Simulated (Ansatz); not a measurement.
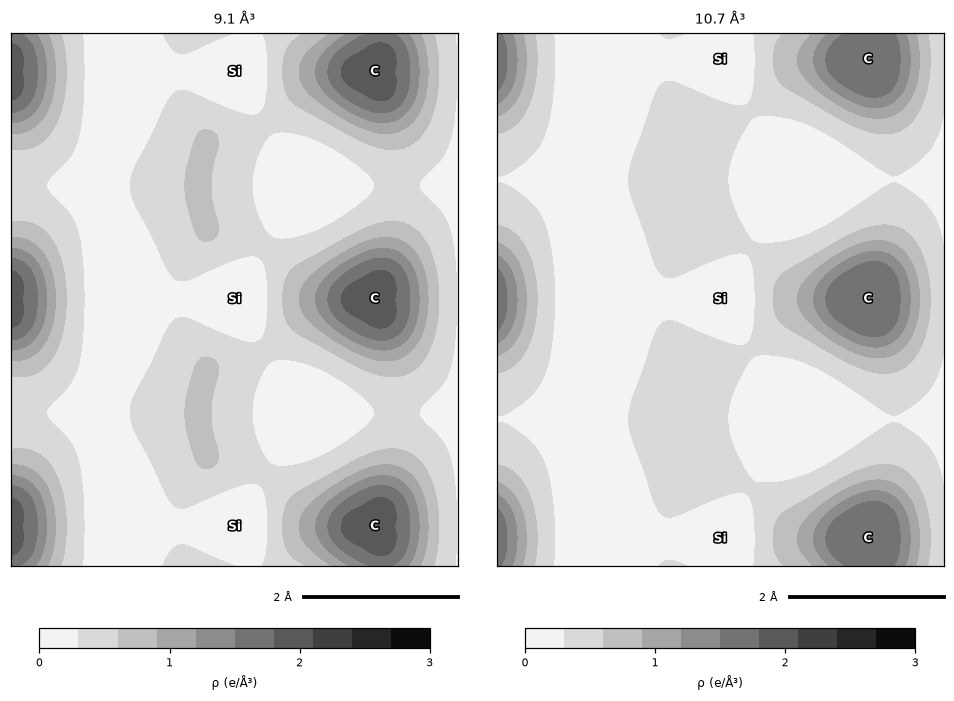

SiC. The valence pseudo-density of cells scaled evenly to different volumes (given per atom above each panel), on the (11̄0) plane of each (indices in the axes of the cell below), at one length scale and on one colour scale.

The calculation used Ansatz 0.2.0, DFT r2SCAN, scalar-relativistic, plane waves, PAW.

Core electrons are frozen (PAW), and the valence fields are smoothed inside the atomic spheres.

The largest cell:

```xyz
4
Lattice="3.1053 0.0000 0.0000 -1.5527 2.6893 0.0000 0.0000 0.0000 5.0991" Properties=species:S:1:pos:R:3 pbc="T T T"
Si    0.0000    1.7929    0.0236
Si    1.5527    0.8964    2.5731
C     0.0000    1.7929    1.9396
C     1.5527    0.8964    4.4892
```

| volume (Å³/atom) | Si–C contact in the plane (Å) | ρ at its midpoint (e/Å³) | pressure (GPa) | gap on the mesh (eV) | 
| --- | --- | --- | --- | --- |
| 9.10 | 1.817 | 0.991 | 37.2 | 2.46 | 
| 10.34 | 1.897 | ? | ? | ? | 
| 10.65 | 1.916 | 0.859 | −6.3 | 2.69 | 

### What values belong in the row with question marks?

Over the known rows ln ρ falls by 1.44 per Å of Si–C distance (the line through the two), which gives 0.883 e/Å³ at 1.897 Å; the calculation gives 0.883 e/Å³. For the pressure, a straight line in volume between the neighbouring rows gives 2.4 GPa; the calculation gives 0.0, lower because pressure rises ever faster on compression. For the gap on the mesh, a straight line in volume between the neighbouring rows gives 2.64 eV; the calculation gives 2.65.
